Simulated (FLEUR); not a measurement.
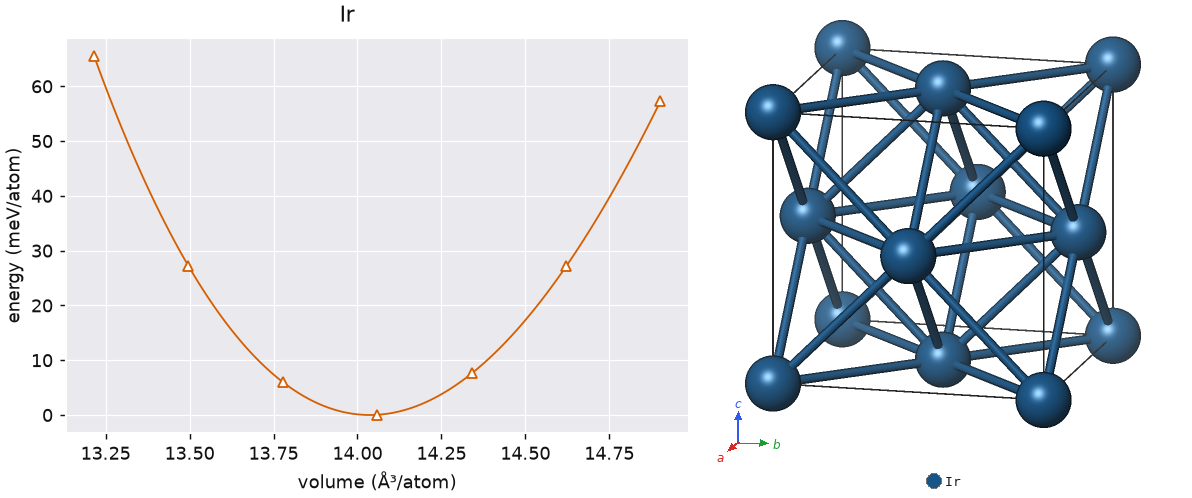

The picture above shows the energy against volume for Ir, space group Fm-3m (No. 225). The conventional cell is drawn beside the plot.

Cell as given: a = 2.709 Å, b = 2.709 Å, c = 2.709 Å, α = 60.00°, β = 60.00°, γ = 60.00°; 1 atom.

Calculation (FLEUR MaX-R8.1 (later development tree)): all-electron LAPW DFT, no spin polarisation; energies at scaled volumes of the given cell, shape and fractions fixed, counted from the fit's minimum, third-order Birch-Murnaghan fit. Level: PBEsol.

```
         setting                          value
          k mesh                       12×12×12
     occupations                    Fermi–Dirac
  smearing width                        0.05 eV
      potentials                   all electron
program settings  basis FLAPW, kmax 4.22 1/bohr
```

This calculation gives: equilibrium volume 14.04 Å³/atom and bulk modulus 388 GPa.

Now the level changes from PBEsol to SCAN. What happens?

The equilibrium volume falls from 14.04 to 13.86 Å³/atom (−1.3 %) and the bulk modulus rises from 388 to 410 GPa (+5.7 %).

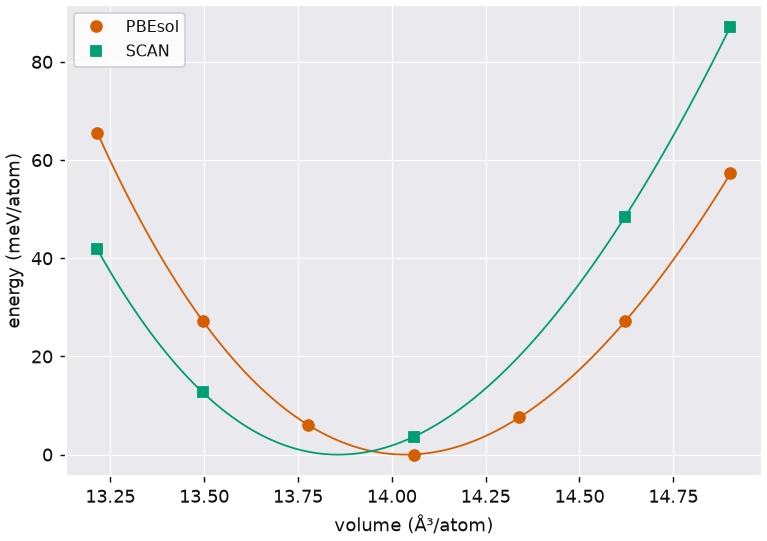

The two results together.

V0 and the bulk modulus come from third-order Birch–Murnaghan fits.
